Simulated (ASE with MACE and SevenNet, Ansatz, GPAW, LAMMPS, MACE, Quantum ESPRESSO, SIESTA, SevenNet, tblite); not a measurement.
# Glassy 39BaO-61TiO2 (mol %) (94 atoms) in machine-learned potentials

Wanted: machine-learned potentials inputs and outputs for glassy 39BaO-61TiO2 (mol %) (94 atoms), checked against a plane-wave reference.

Main program and level: ASE with MACE and SevenNet; the method is named at each step.

### Step 1. The starting structure

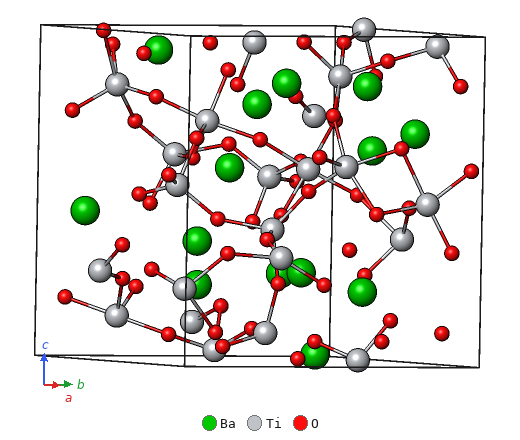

The cell as given, slightly off an axis (barium green, titanium light grey, oxygen red). Bonds to atoms that aren't drawn are left out. Some periodic images of atoms are drawn too.

The cell holds 94 atoms: 14 Ba, 22 Ti and 58 O. Cell: a = 11.321 Å, b = 11.321 Å, c = 11.321 Å, α = 90.0°, β = 90.0°, γ = 90.0°. 94 atoms (14 Ba, 22 Ti, 58 O) placed at random at 4.7 g/cm³, melted at 4000 K for 10 ps at fixed volume with the Morse and Coulomb pair potential with partial charges (Pedone, Malavasi, Menziani, Cormack and Segre, J. Phys. Chem. B 110, 11780 (2006)). Quenched from 4000 K to 300 K at 50 K/ps and fixed volume, held 10 ps at zero pressure, then minimised at fixed cell.

The yardstick, on the same geometry:

| Property | Result |
| --- | --- |
| method | Kohn-Sham DFT, PBE, PAW, plane waves (Ansatz 0.2.0); cutoff 420 eV, Γ point, fermi-dirac smearing of 0.05 eV; PAW set soft_2 |
| r.m.s. force component | 0.7246 eV/Å |
| longest force | 2.6 eV/Å |
| pressure | 2.931 GPa |
| gap (highest filled to lowest empty level) | 2.473 eV |
| SCF cycles | 12 |
| time | 39 s on 4 threads of Arm Neoverse V1, shared host |
| CPU time | 2.4 min |

### Step 2. MACE MP-0b3 medium potential

Method: machine-learned interatomic potential MACE MP-0b3 medium, trained on PBE(+U) plane-wave data.

Input file run.py:

```python
import numpy as np
from ase.io import read
import mlip  # loads the published weights by name

atoms = read("structure.xyz")
atoms.calc = mlip.calc("mace-mp-0b3-medium")
energy = atoms.get_potential_energy()
forces = atoms.get_forces()
print(f"energy {energy:.6f} eV")
print("forces (eV/A)")
for i, (a, f) in enumerate(zip(atoms, forces)):
    print(f"{i:4d} {a.symbol:2s} {f[0]:10.5f} {f[1]:10.5f} {f[2]:10.5f}")
stress = -atoms.get_stress(voigt=False) * 160.21766
print("stress (GPa, compression positive)")
for row in stress:
    print(" ".join(f"{x:10.4f}" for x in row))
```

Input file structure.xyz:

```xyz
94
Lattice="11.32140 0.00000 0.00000 0.00000 11.32140 0.00000 0.00000 0.00000 11.32140" Properties=species:S:1:pos:R:3 pbc="T T T"
Ba 5.14897 1.91785 10.63849
Ba 3.14859 4.56083 4.03393
Ba 3.34740 7.78007 9.45665
Ba 9.10388 7.90732 2.50135
Ba 1.30672 8.72031 2.87111
Ba 1.05753 10.22855 0.08729
Ba 10.88938 7.05119 9.60100
Ba 7.34623 2.45255 2.67502
Ba 9.55515 2.48912 6.75899
Ba 7.56349 10.60679 7.86917
Ba 4.45757 7.90981 3.00617
Ba 3.77444 10.90183 7.16611
Ba 7.32461 4.63634 8.86047
Ba 1.40385 1.12422 5.00723
Ti 1.91785 2.14982 1.43091
Ti 10.03597 3.11225 11.06961
Ti 3.21177 5.26841 0.30511
Ti 5.65730 2.47984 6.03623
Ti 1.53880 2.19646 9.33846
Ti 0.38436 5.82701 1.17426
Ti 7.25045 7.85139 9.82267
Ti 4.80514 9.97279 0.02808
Ti 10.16447 0.53811 2.62521
Ti 7.16237 5.39759 4.56581
Ti 4.01095 4.42021 8.17609
Ti 0.04585 10.54419 8.23326
Ti 4.29013 0.26945 3.04591
Ti 8.93734 10.70235 10.91168
Ti 1.99245 7.87471 6.20866
Ti 6.50947 5.52892 1.00194
Ti 7.16260 10.37889 4.24303
Ti 5.43529 7.60572 6.58407
Ti 10.36497 9.70957 5.54307
Ti 0.82658 4.81805 6.92938
Ti 9.37933 7.06455 6.79058
Ti 10.69453 3.95819 3.70074
O 5.80561 0.33817 3.98185
O 8.53237 9.93996 5.36261
O 8.86058 4.33813 4.28119
O 4.06133 1.83656 5.66727
O 3.36846 9.03414 0.61690
O 10.35840 5.53288 7.14980
O 10.32251 2.09050 3.84214
O 5.41061 3.31626 7.63006
O 1.60911 5.70757 10.78024
O 5.92324 8.64310 10.94553
O 1.10338 9.27913 8.93700
O 3.65296 8.22896 6.79375
O 0.63626 3.37049 8.05620
O 2.72936 4.54260 6.87300
O 3.23792 1.67444 2.74046
O 9.10558 2.96745 9.59477
O 10.18722 10.98436 9.59058
O 3.04048 3.58073 0.82963
O 4.90341 11.14705 1.38846
O 9.54292 2.06831 1.11731
[... 34 atom lines left out ...]
O 7.43080 0.20062 10.59491
O 10.62355 11.23796 6.70091
O 4.10457 5.14444 9.92966
O 2.14925 6.02400 1.78369
```

Started as:

```console
$ OMP_NUM_THREADS=1 python run.py > output.txt
```

The program printed:

```text
energy -761.036117 eV
forces (eV/A)
   0 Ba   -0.89643   -0.13168    0.17725
   1 Ba   -0.41234    0.00511   -0.02178
   2 Ba    0.58279   -0.66233   -0.13956
   3 Ba   -0.38170   -0.12030    0.21864
   4 Ba   -0.10359   -0.23128    1.22518
   5 Ba    0.15913    1.46419   -0.63471
   6 Ba   -0.15513   -0.04822   -0.24733
   7 Ba    0.62372   -0.16614    0.13115
   8 Ba    0.20049    0.05096    0.00866
   9 Ba    0.39180   -0.68759   -0.43053
  10 Ba    1.36183    0.19671    0.14061
  11 Ba    0.07227   -0.27367    0.01142
  12 Ba    0.31684    0.55708    0.37259
  13 Ba   -0.35912   -0.19918   -0.91839
  14 Ti   -0.68830   -0.54954   -0.43277
  15 Ti   -0.16165    0.11360    0.67229
  16 Ti   -2.30851   -1.17643   -0.39510
  17 Ti   -0.12964    0.13545    0.17251
  18 Ti   -0.03714    0.22125    0.44078
  19 Ti    0.85618   -0.87385   -0.68048
  20 Ti   -0.29983    0.46664   -0.39849
  21 Ti   -0.31636   -0.86824   -0.28604
  22 Ti   -0.07427    0.73786   -0.35020
  23 Ti   -0.15472   -0.44816    0.51969
[...]
86 O     1.39634   -1.20769    0.59452
  87 O    -0.02862   -0.72955   -0.31140
  88 O     0.23101   -1.28726   -0.27606
  89 O    -0.05469   -0.14079   -0.93061
  90 O    -0.92616    0.67892   -0.21884
  91 O    -0.52680    1.85242   -1.05050
  92 O     0.35332    0.09596   -0.54149
  93 O     0.98639    0.51489    1.67697
stress (GPa, compression positive)
    5.0953    -0.1771     1.2952
   -0.1771     3.5457    -0.0799
    1.2952    -0.0799     3.3700
```

The job ended after 9.5 s (1 thread of Arm Neoverse V1, shared host; peak memory 1 GiB).

Banners, paths, timers and routine set-up lines are dropped from the logs unmarked, and long logs keep their key lines alone; longer cuts are marked.

Compared with the plane-wave run:

| Quantity | Value |
| --- | --- |
| r.m.s. force component | 0.7343 eV/Å |
| r.m.s. difference of force components | 95.96 meV/Å |
| longest difference of force vectors | 383.5 meV/Å |
| force difference over r.m.s. force | 13.24 % |
| slope of forces against the reference's | 1.005 |
| correlation of force components | 0.9914 |
| pressure | 4.004 GPa |
| pressure difference | 1.073 GPa |

Length of the force difference by element (eV/Å):

```csv
element,atoms,mean,most
Ba,14,0.13,0.31
O,58,0.14,0.29
Ti,22,0.19,0.38
```

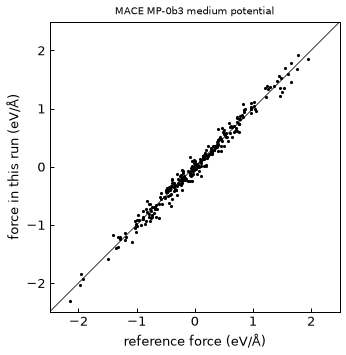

Force components against those of the reference; the line marks equality.

Local excerpt of 11 atoms (numbers count through the whole input) about Ba1, one of the 14 Ba atoms; x, y, z are measured from there.

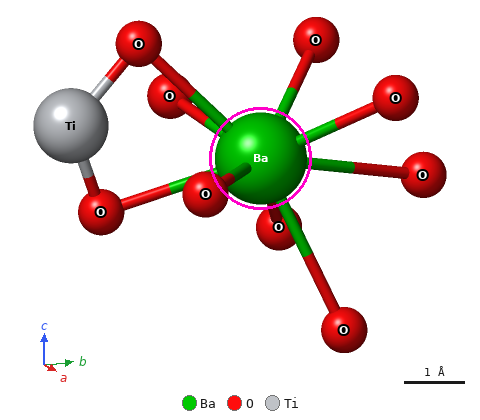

The atoms of the table, within 3.5 Å (arrows a, b, c point along x, y, z); some may hide others; the central atom is ringed.

```
atom      x      y      z  distance (Å)  bonds     Fx     Fy  Fz (eV/Å)
 Ba1   0.00   0.00   0.00          0.00      9  -0.90  -0.13       0.18
 O88   1.47   1.92   1.22          2.71      4  -0.03  -0.73      -0.31
 O86  -2.01   0.97  -1.67          2.78      3   0.76  -0.58       0.36
 O74  -0.69  -2.62  -0.90          2.85      5  -0.41   0.82      -1.39
 O91   2.28  -1.72  -0.04          2.86      3  -0.93   0.68      -0.22
 O83  -2.73  -0.73   0.58          2.88      4   0.07   0.09      -0.39
 O55  -0.25  -2.09   2.07          2.95      4   0.97   1.56       0.22
 O54  -2.11   1.66   1.51          3.08      4   0.99   0.01      -0.05
 O44   0.26   1.40  -3.01          3.33      4   0.58  -0.06       1.35
Ti22  -0.34  -3.27   0.71          3.36      4  -0.32  -0.87      -0.29
 O93  -1.04   3.23  -0.71          3.46      5   0.35   0.10      -0.54
```

Atoms are counted from 1 here, from 0 in the log.

Forces lie 13 % from the reference's, at 0.063 times its CPU time (on 1 against 4 cores).

### Step 3. SevenNet l3i5 potential

Method: machine-learned interatomic potential SevenNet l3i5, trained on PBE(+U) plane-wave data.

Edit run.py of step 2 so:

```diff
@@ -5,3 +5,3 @@
 atoms = read("structure.xyz")
-atoms.calc = mlip.calc("mace-mp-0b3-medium")
+atoms.calc = mlip.calc("7net-l3i5")
 energy = atoms.get_potential_energy()
```

structure.xyz is that of step 2.

The program printed:

```text
energy -761.194702 eV
forces (eV/A)
   0 Ba   -0.88764   -0.07344    0.25109
   1 Ba   -0.35984    0.03929   -0.05569
   2 Ba    0.58116   -0.60354   -0.18442
   3 Ba   -0.40235   -0.05697    0.25015
   4 Ba   -0.19206   -0.23371    1.33361
   5 Ba    0.19499    1.47675   -0.69915
   6 Ba   -0.11528   -0.07169   -0.30914
   7 Ba    0.62421   -0.18405    0.17721
   8 Ba    0.13768    0.03323   -0.08280
   9 Ba    0.35954   -0.73514   -0.45263
  10 Ba    1.45644    0.16292    0.10146
  11 Ba    0.11475   -0.33325    0.09464
  12 Ba    0.29364    0.57123    0.34779
  13 Ba   -0.39529   -0.24928   -0.93881
  14 Ti   -0.61153   -0.56367   -0.44071
  15 Ti    0.16009    0.17815    0.64935
  16 Ti   -2.07094   -1.35741   -0.34273
  17 Ti   -0.21191    0.21902    0.06412
  18 Ti    0.10230    0.11683    0.52650
  19 Ti    0.76644   -0.66650   -0.46450
  20 Ti   -0.35674    0.51715   -0.39691
  21 Ti   -0.17429   -0.85741   -0.32790
  22 Ti   -0.21117    0.82001   -0.46155
  23 Ti   -0.20591   -0.41700    0.56111
[...]
86 O     1.39753   -1.21560    0.75979
  87 O    -0.05128   -0.98914   -0.41869
  88 O     0.34220   -1.11383   -0.18808
  89 O    -0.06552   -0.11502   -1.00216
  90 O    -0.92888    0.75821   -0.26259
  91 O    -0.52555    1.95563   -1.05637
  92 O     0.44487    0.07931   -0.45150
  93 O     0.94720    0.56950    1.70437
stress (GPa, compression positive)
    4.9533    -0.1834     1.2573
   -0.1834     3.5270    -0.0708
    1.2573    -0.0708     3.3895
```

Elapsed: 11 s, on 1 thread; peak memory 1.4 GiB.

Compared with the plane-wave run:

```yaml
r_m_s_force_component: 0.7376 eV/Å
r_m_s_difference_of_force_components: 81.57 meV/Å
longest_difference_of_force_vectors: 288 meV/Å
force_difference_over_r_m_s_force: 11.26 %
slope_of_forces_against_the_reference_s: 1.012
correlation_of_force_components: 0.9939
pressure: 3.957 GPa
pressure_difference: 1.026 GPa
```

Against the first run (13 %), the force difference from the reference is 11 %, at 1.2 times the CPU time.

### Step 4. MACE MP-0b2 small potential

Method: machine-learned interatomic potential MACE MP-0b2 small, trained on PBE(+U) plane-wave data.

Edit run.py of step 3 so:

```diff
@@ -5,3 +5,3 @@
 atoms = read("structure.xyz")
-atoms.calc = mlip.calc("7net-l3i5")
+atoms.calc = mlip.calc("mace-mp-0b2-small")
 energy = atoms.get_potential_energy()
```

structure.xyz is that of step 3.

The program printed:

```text
energy -761.051352 eV
forces (eV/A)
   0 Ba   -0.71861   -0.22457    0.12978
   1 Ba   -0.29237   -0.04985   -0.04442
   2 Ba    0.53813   -0.64870   -0.07225
   3 Ba   -0.50432   -0.01900    0.18843
   4 Ba   -0.12392   -0.22107    1.28503
   5 Ba    0.23384    1.41288   -0.77160
   6 Ba   -0.07060    0.00288   -0.19919
   7 Ba    0.46411   -0.17589    0.13567
   8 Ba    0.10409    0.00623   -0.07168
   9 Ba    0.27897   -0.48649   -0.44148
  10 Ba    1.44029    0.25675    0.05029
  11 Ba    0.28030   -0.23593    0.09745
  12 Ba    0.29256    0.35209    0.32490
  13 Ba   -0.18277   -0.18311   -0.85704
  14 Ti   -0.41658   -0.66650   -0.44634
  15 Ti    0.04469    0.08621    0.82319
  16 Ti   -1.95999   -1.44177   -0.37162
  17 Ti   -0.22921    0.11656    0.04565
  18 Ti   -0.08446    0.42210    0.66325
  19 Ti    0.69522   -0.94093   -0.52433
  20 Ti   -0.41646    0.51737   -0.33164
  21 Ti   -0.20541   -0.51841   -0.23345
  22 Ti   -0.29391    0.76134   -0.16796
  23 Ti   -0.14064   -0.59892    0.55263
[...]
86 O     1.52337   -1.23797    0.61176
  87 O     0.03351   -0.87204   -0.35923
  88 O     0.38782   -1.25083   -0.21641
  89 O    -0.08609   -0.25209   -1.01112
  90 O    -0.86124    0.74931   -0.17761
  91 O    -0.54127    1.70801   -1.09937
  92 O     0.37139    0.13381   -0.33921
  93 O     0.82724    0.51815    1.62099
stress (GPa, compression positive)
    5.1303    -0.1340     1.1777
   -0.1340     3.7226    -0.1577
    1.1777    -0.1577     3.5336
```

Wall time 7.3 s (1 thread); peak memory 0.66 GiB.

Against the reference:

| Quantity | Value |
| --- | --- |
| r.m.s. force component | 0.7168 eV/Å |
| r.m.s. difference of force components | 115.7 meV/Å |
| longest difference of force vectors | 470.8 meV/Å |
| force difference over r.m.s. force | 15.97 % |
| slope of forces against the reference's | 0.9766 |
| correlation of force components | 0.9872 |
| pressure | 4.129 GPa |
| pressure difference | 1.198 GPa |

Against the first run (13 %), the force difference from the reference is 16 %, at 0.78 times the CPU time.

### Step 5. All runs compared

Differences are against the plane-wave reference, forces as r.m.s. over components; share is that over the reference's r.m.s. force, slope the least-squares factor from reference forces to these. Total energies of different programs have different zeros and aren't compared.

```csv
run,"Δ force, r.m.s. (meV/Å)",share (%),slope,Δ pressure (GPa),cores,CPU time,memory (GiB)
reference,-,-,-,-,4,2.4 min,2.2
MACE MP-0b3 medium potential,96.0,13.2,1.005,1.07,1,9.3 s,1.0
SevenNet l3i5 potential,81.6,11.3,1.012,1.03,1,11 s,1.4
MACE MP-0b2 small potential,116,16.0,0.977,1.20,1,7.2 s,0.66
```

Times of the machine-learned potentials are mostly Python's start and the loading of weights.

CPU time is summed over cores on a shared host, where runs went side by side, so it is rough. Symmetry, cutoffs, thresholds, outputs and thread counts weren't matched or tuned between programs; memory under MPI is the largest rank's times the ranks.

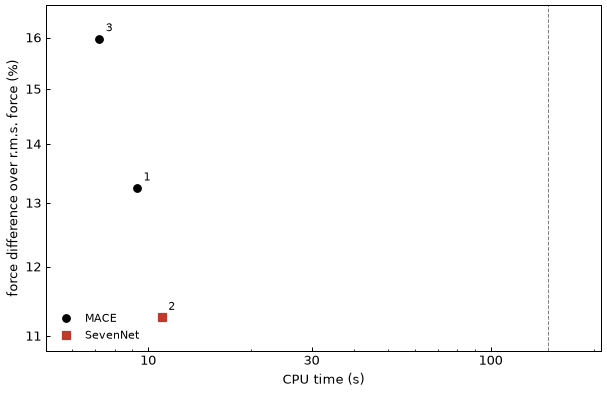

Force difference against CPU time; the dashed line marks the reference's time. Points: 1 MACE MP-0b3 medium potential; 2 SevenNet l3i5 potential; 3 MACE MP-0b2 small potential.

### Step 6. Results

| Item | Value |
| --- | --- |
| nearest in forces | SevenNet l3i5 potential, 11 % |
| its CPU time | 11 s |

Machine-learned potentials differ by 11 % (SevenNet l3i5 potential) to 16 % (MACE MP-0b2 small potential); they were trained on other programs' data. Machine-learned potentials mimic data converged in k, so the reference's own k-point error enters their differences. The quench rate of 50 K/ps is many orders above laboratory rates, so the cell is likely richer in defects and strain than a real sample. The network of bonds at the start is that of the classical potential that made the cell, and needn't be the one that DFT or experiment would give. The reference's pressure of 2.9 GPa belongs to a cell and atoms that aren't relaxed at this level. The electronic-structure runs sample only Γ, in a cell whose shortest periodic width is 11 Å. Spin–orbit coupling is left out, which matters for the levels of the heavy elements.

[Also dropped from logs without a mark: logging warnings of Python, and SIESTA's first energy breakdown and zero terms.]

[Logs are printed without paths, hosts, clocks, repeated set-up lines and the standing remarks that a program may print on its own settings, such as how far it seeks lower states.]

[Hosts, paths, dates, database ids (printed as entryN), source tags and the programs' standing remarks are cut or masked in the printed files.]
